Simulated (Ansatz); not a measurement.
# One crystal, many levels of theory: KLaMgWO6 (F-43m), part 3 of 3

What gap does each level of theory give for KLaMgWO6 (F-43m), and in what time?

Ansatz 0.2.0; density functionals, hybrids and G0W0, plane waves, PAW. Known limits of the many-body steps: finite bands, screening cutoff and k mesh; no spin-orbit coupling in G0W0.

So far. Step 11 (G0W0@HSE06, 4×4×4 mesh, 700 empty bands, screening to …): Over all 8 irreducible mesh points the G0W0 gap is 4.593 eV, from k = Γ to k = (0.000, -0.500, -0.500). The HSE06 gap of this run on the mesh is 3.989 eV. The two states that bound the G0W0 gap lie that far apart at the start, so the correction of the gap is 4.593 − 3.989 = +0.604 eV. G0W0@HSE06 against G0W0@PBE with 740 bands: 4.593 − 4.392 = +0.201 eV.

In doubt: masses and optical values from hybrid runs of this build are listed as unsure (step 11), which bears on the screening that GW takes from such a start.

### 13. Gap and time by level

Each gap is the least one over the points named; times are wall times on shared hosts, not benchmarks. A G0W0 time includes the run's own self-consistent start. Runs with listed points see these and the mesh alone, so an edge that moves elsewhere is missed. Rows marked * are further runs, not shown as steps, whose inputs differ from the G0W0 step on the same start in the columns given; solver thresholds can differ too. Symmetry makes (-0.500, -0.500, 0.000) and (0.000, -0.500, -0.500) one point.

```
      level   mesh       files, cutoff  bands summed, screening                         points  gap (eV)  valence top        conduction bottom  least direct gap (eV)   time
        LDA  6×6×6  soft_1 PAW, 420 eV                        -         mesh and listed points     2.426            Γ  (-0.500, -0.500, 0.000)                  2.472  8.8 s
     PBEsol  6×6×6  soft_1 PAW, 420 eV                        -         mesh and listed points     2.474            Γ  (-0.500, -0.500, 0.000)                  2.519  8.8 s
        PBE  6×6×6  soft_1 PAW, 420 eV                        -                  mesh and path     2.525            Γ  (-0.500, -0.500, 0.000)                  2.568  4.9 s
    PBE+SOC  6×6×6  soft_1 PAW, 420 eV                        -         mesh and listed points     2.513            Γ  (-0.500, -0.500, 0.000)                  2.561   11 s
     r2SCAN  6×6×6  soft_1 PAW, 500 eV                        -         mesh and listed points     2.907            Γ  (-0.500, -0.500, 0.000)                  2.951  7.8 s
      HSE06  4×4×4  soft_1 PAW, 420 eV                        -         mesh and listed points     3.989            Γ  (-0.500, -0.500, 0.000)                  4.036   32 s
       PBE0  4×4×4  soft_1 PAW, 420 eV                        -         mesh and listed points     4.748            Γ  (-0.500, -0.500, 0.000)                  4.798   40 s
   DDH-PBE0  4×4×4  soft_1 PAW, 420 eV                        -         mesh and listed points     4.351            Γ  (-0.500, -0.500, 0.000)                  4.399   44 s
  G0W0@PBE*  4×4×4  soft_1 PAW, 420 eV               155, 54 eV  all 8 irreducible mesh points     4.499            Γ                        Γ                  4.499   12 s
  G0W0@PBE*  4×4×4  soft_1 PAW, 420 eV              365, 108 eV  all 8 irreducible mesh points     4.363            Γ                        Γ                  4.363   15 s
   G0W0@PBE  4×4×4  soft_1 PAW, 420 eV              740, 180 eV  all 8 irreducible mesh points     4.392            Γ                        Γ                  4.392   23 s
  G0W0@PBE*  2×2×2  soft_1 PAW, 420 eV              365, 108 eV  all 3 irreducible mesh points     4.265            Γ                        Γ                  4.265   10 s
 G0W0@HSE06  4×4×4  soft_1 PAW, 420 eV              740, 180 eV  all 8 irreducible mesh points     4.593            Γ  (0.000, -0.500, -0.500)                  4.633   83 s
G0W0@r2SCAN  4×4×4  soft_1 PAW, 500 eV              740, 180 eV  all 8 irreducible mesh points     4.426            Γ                        Γ                  4.426   45 s
```

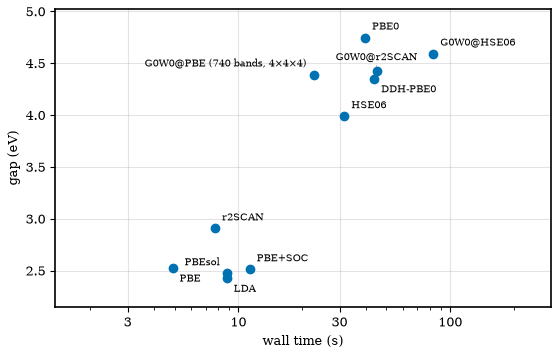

Gap against wall time for the runs shown as steps.

### 14. Outcome

```
LDA, over mesh and listed points                                : 2.426 eV
PBEsol, over mesh and listed points                             : 2.474 eV
PBE, over mesh and path                                         : 2.525 eV
PBE+SOC, over mesh and listed points                            : 2.513 eV
r2SCAN, over mesh and listed points                             : 2.907 eV
HSE06, over mesh and listed points                              : 3.989 eV
PBE0, over mesh and listed points                               : 4.748 eV
DDH-PBE0, over mesh and listed points                           : 4.351 eV
G0W0@PBE (740 bands, 4×4×4), over all 8 irreducible mesh points : 4.392 eV
G0W0@HSE06, over all 8 irreducible mesh points                  : 4.593 eV
G0W0@r2SCAN, over all 8 irreducible mesh points                 : 4.426 eV
known limits                                                    : finite bands, screening cutoff and k mesh; no spin-orbit coupling in G0W0
```

**Reading.** The rows run from 2.426 eV (LDA) to 4.748 eV (PBE0). They differ in mesh, plane-wave cutoff, bands and screening cutoff of G0W0 and the points over which the gap was sought as well as in level, so only pairs that share these are like for like. PBEsol against LDA: 2.474 − 2.426 = +0.048 eV, with the same mesh, files and cutoff, and both edges at the same k points. PBE against PBEsol: 2.525 − 2.474 = +0.051 eV, with the same mesh, files and cutoff, and both edges at the same k points. PBE+SOC against PBE: 2.513 − 2.525 = −0.012 eV, with the same mesh, set of files (read in its fully relativistic form for the spin-orbit run) and cutoff, and both edges at the same k points. The spin-orbit run sees mesh and listed points alone, so its gap is an upper bound: the coupling can move an edge off these points, the more so as this crystal has no centre of inversion, and the change over the zone, its sign included where it is small, is not known. PBE0 against HSE06: 4.748 − 3.989 = +0.759 eV, with the same mesh, files and cutoff, and both edges at the same k points. DDH-PBE0 against PBE0: 4.351 − 4.748 = −0.397 eV, with the same mesh, files and cutoff, and both edges at the same k points. The dielectric-dependent hybrid took 0.205 of exact exchange, against 0.25 in PBE0. G0W0@PBE (740 bands, 4×4×4) moves the gap of its own start on the mesh by 4.392 − 2.524 = +1.868 eV, with other states at the edges (they lie 2.751 eV apart at the start). Both edges that PBE shows over mesh and path lie at k points where levels were corrected. G0W0 has the conduction bottom at another k point than that. Levels at other points were not corrected, so a lower G0W0 gap elsewhere in the zone is not ruled out. G0W0@HSE06 moves the gap of its own start on the mesh by 4.593 − 3.989 = +0.604 eV, between the same two levels. Both edges that HSE06 shows over mesh and listed points lie at k points where levels were corrected. Levels at other points were not corrected, so a lower G0W0 gap elsewhere in the zone is not ruled out. G0W0@r2SCAN moves the gap of its own start on the mesh by 4.426 − 2.907 = +1.519 eV, with other states at the edges (they lie 3.111 eV apart at the start). Both edges that r2SCAN shows over mesh and listed points lie at k points where levels were corrected. G0W0 has the conduction bottom at another k point than that. Levels at other points were not corrected, so a lower G0W0 gap elsewhere in the zone is not ruled out. What spin-orbit coupling does to the G0W0 levels was not computed, so no sum with the G0W0 gap is formed. For G0W0@PBE: from 155 bands and 54 eV to 740 bands and 180 eV the gap moves by 4.392 − 4.499 = −0.107 eV (rung by rung 4.499, 4.363, 4.392 eV); bands and screening cutoff rise together, so their parts are not told apart. The gap turns back along the series (4.499, 4.363, 4.392 eV), so no line is drawn and the limit is not known. The other G0W0 rows are shown at one basis each (740 bands), so their distance from the limit is not known here. With the 2×2×2 mesh in place of the 4×4×4 mesh and all else as in the G0W0@PBE row with 365 bands, the gap differs by 4.265 − 4.363 = −0.098 eV, and that of the start by 2.488 − 2.524 = −0.036 eV. For G0W0@PBE (740 bands, 4×4×4): the program marks 17 of the 48 corrected levels as in doubt (energies apart), neither edge state among them. For G0W0@r2SCAN: the program marks 10 of the 48 corrected levels as in doubt (energies apart), neither edge state among them. The G0W0 runs are scalar-relativistic. The cell holds La; where the f levels lie against the gap was not analysed here. G0W0@PBE runs of this series with other atomic data on the same mesh, not shown as steps, give 4.409 eV (hard PAW, 930 eV, 1084 bands, screening to 234 eV); where bands and cutoffs differ too, the part of the files is not isolated.

[Paths, hosts, dates, memory and timing lines, banners, echoed tables and standing remarks are left out of the program output.]

[Logs are printed without paths, hosts, clocks, repeated set-up lines and the standing remarks that a program may print on its own settings, such as how far it seeks lower states.]

[Runs of the session that timed out or met a known fault of the program may be left out.]

[Cells called generated may have been cut or substituted from an entry of the Crystallography Open Database or the Materials Project.]

[Hosts, paths, dates, database ids (printed as entryN), source tags and the programs' standing remarks are cut or masked in the printed files.]

[Where an RPA ε∞ is given, it is that of the G0W0 mesh and is not shown converged in it. Names of k-points follow the symmetry that the program found, which can be lower than the space group named. Band edges on a path are those of the sampled points; other points can move an edge, and change direct to indirect where valleys lie close.]

[Hybrid gaps are those of their k-mesh and are not shown converged in it.]
